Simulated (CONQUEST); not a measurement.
**A series of single points on Be**

System: Be (Im-3m, 2 atoms in the cell).
Method: Kohn-Sham DFT of a periodic cell, PBE, PseudoDojo NC PBE, no spin polarisation (CONQUEST 1.3).

The 7 runs differ only in the geometry, by an even scaling of the cell at fixed fractional positions. The structure derives from a Materials Project entry.

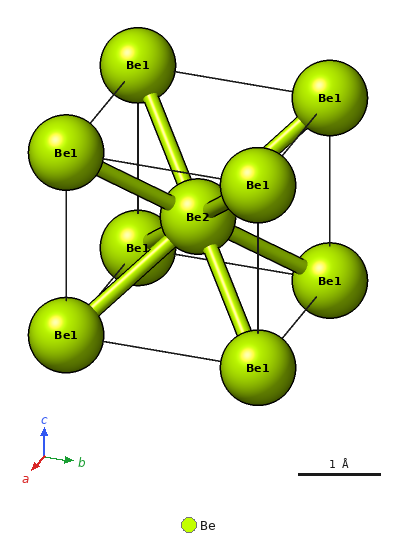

Figure 1. The structure of run 4 (ball-and-stick view of the cell of the calculation, seen at an oblique angle; atoms are numbered from 1 in the order of the input).

### Input of run 4
```
IO.Title Be
IO.Coordinates coords.dat
IO.FractionalAtomicCoords T
IO.Iprint 2
IO.Iprint_init 1
General.NumberOfSpecies 1
General.PseudopotentialType hamann
AtomMove.TypeOfRun static
AtomMove.FullStress T
Grid.PointsAlongX 24
Grid.PointsAlongY 24
Grid.PointsAlongZ 24
DM.SolutionMethod diagon
Diag.MPMesh T
Diag.GammaCentred T
Diag.MPMeshX 11
Diag.MPMeshY 11
Diag.MPMeshZ 11
Diag.kT 0.00183747
minE.SCTolerance 1e-6
SC.MaxIters 100
IO.AtomChargeOutput T
%block ChemicalSpeciesLabel
1 9.010 Be
%endblock
```

Command:
```bash
Conquest
```

Lattice vectors (Å) and fractional positions of run 4:
```
   2.506242    0.000000    0.000000
   0.000000    2.506242    0.000000
   0.000000    0.000000    2.506242
Be  0.000000  0.000000  0.000000
Be  0.500000  0.500000  0.500000
```

Run 5 has the same physical settings and fractional positions; its lattice vectors (Å) are:
```
   2.522840    0.000000    0.000000
   0.000000    2.522840    0.000000
   0.000000    0.000000    2.522840
```

### Results, with one run withheld

| run | volume per atom (Å³) | free energy per atom, from the lowest run given (meV) | pressure (GPa) |
| --- | --- | --- | --- |
| 1 | 7.399 | 12.66 | 8.26 |
| 2 | 7.556 | 6.07 | 5.23 |
| 3 | 7.714 | 1.95 | 3.02 |
| 4 | 7.871 | 0.00 | 0.93 |
| 5 | 8.029 | ? | ? |
| 6 | 8.186 | 1.32 | −2.30 |
| 7 | 8.343 | 4.33 | −3.55 |

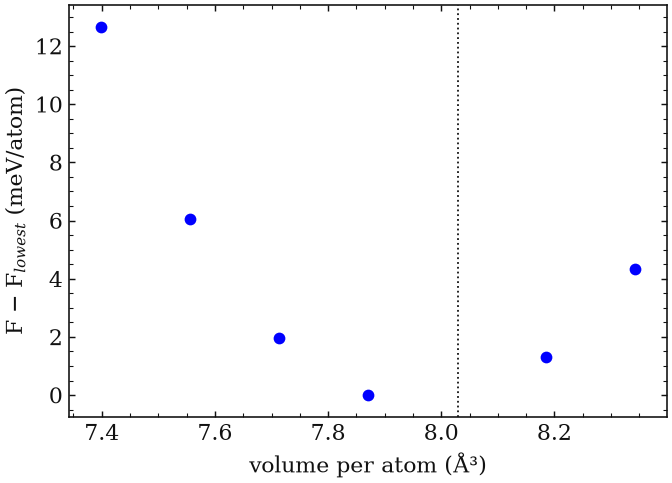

Figure 2. Free energy per atom of the runs given; the dotted line marks run 5.

What should run 5 give?

A cubic polynomial in V^(−2/3) (the Birch–Murnaghan form), fitted to the 6 runs given, misses them by at most 0.04 meV per atom. With x = V^(−2/3) − 0.25354 Å⁻², it reads F = 0.26204 + 435.67 x + 81549 x² + 2.5454e+05 x³ (meV per atom). At run 5 it gives −0.16 meV per atom, and the run itself gives −0.17. The slope of the fit gives a pressure −dF/dV of −0.75 GPa there, and the run prints −0.74 GPa. The fit has its minimum at 7.960 Å³ per atom, where V d²F/dV² gives 89.5 GPa: the bulk modulus at this level, since symmetry fixes the shape and the positions.

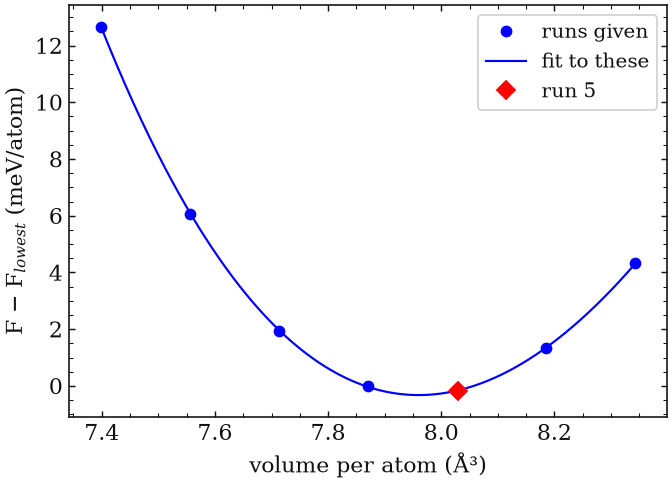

Figure 3. The fit and the withheld run.

### Some lines of the output (run 5)
```
[...]
      Using Fermi-Dirac smearing
          Free Energy (E-TS)               :       -27.884279687760387 Ha
          DFT Total Energy                 :       -27.883278399163508 Ha
          Free Energy (E-TS)               :       -27.883634371237090 Ha
          DFT Total Energy                 :       -27.883312316358129 Ha
          Free Energy (E-TS)               :       -27.883448751206839 Ha
          DFT Total Energy                 :       -27.883323023268346 Ha
          Free Energy (E-TS)               :       -27.883448312679125 Ha
          DFT Total Energy                 :       -27.883322560252743 Ha
          Free Energy (E-TS)               :       -27.883448154563325 Ha
          DFT Total Energy                 :       -27.883322402348163 Ha
      | Free Energy as E-TS      =       -27.883448154563325 Ha
      |* DFT total energy        =       -27.883322402348163 Ha
    force: Average pressure:     -0.74253418 GPa
```

Notes: With a small basis of atomic orbitals these values can differ much from converged plane-wave results.
